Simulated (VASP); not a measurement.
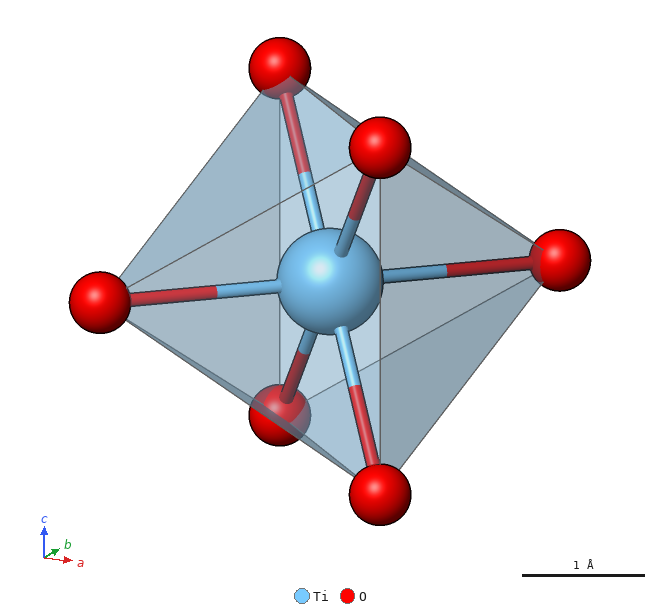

Coordination of Ti in TiO2 (P4_2/mnm). Continuous shape measures are computed against ideal polyhedra (0 is ideal; above about 3 the distortion is strong). Source: the geometry relaxed with VASP Kohn-Sham DFT of a periodic cell, PBE, VASP PAW PBE potentials, soft (VASP 6.6.1).

### What geometry does the central atom have?

TiO6: a slightly distorted octahedron (coordination number 6, S = 0.37; next best trigonal prism, S = 16.1).

### Does the central atom sit at the centroid of its ligands?

Yes, to within 0.01 Å; the site symmetry is mmm.

### How long are the bonds?

4 × Ti–O 1.96 Å and 2 × Ti–O 2.00 Å. The next neighbour, not counted, lies at 2.97 Å.
